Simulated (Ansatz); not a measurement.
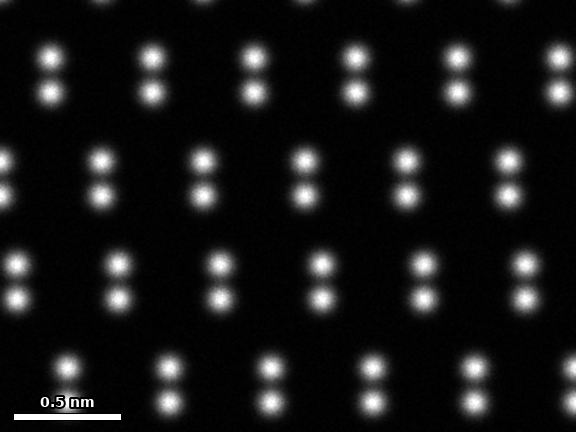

Dark-field STEM-like image of Cs (P6_3/mmc, No. 194) along [101]. The image is simulated as a sum over atoms of Z^1.7, blurred by a 0.90 Å probe (no channelling). Shot noise was added.

One planar defect was built into the perfect crystal by geometry alone, without relaxation. Host structure: the end point of a relaxation at fixed volume with DFT r2SCAN, scalar-relativistic, plane waves, PAW in Ansatz 0.2.0; the starting structure was generated, so it need not be a known form of this composition.

> Find the planar defect and say what kind it is.

A planar fault (a stacking fault) runs horizontally about 11 Å below the top edge. The part above it is shifted along the boundary by 1/3 of the 4.78 Å repeat of the rows (1.6 Å to the right, the same as 3.2 Å to the left); both parts keep the same orientation.
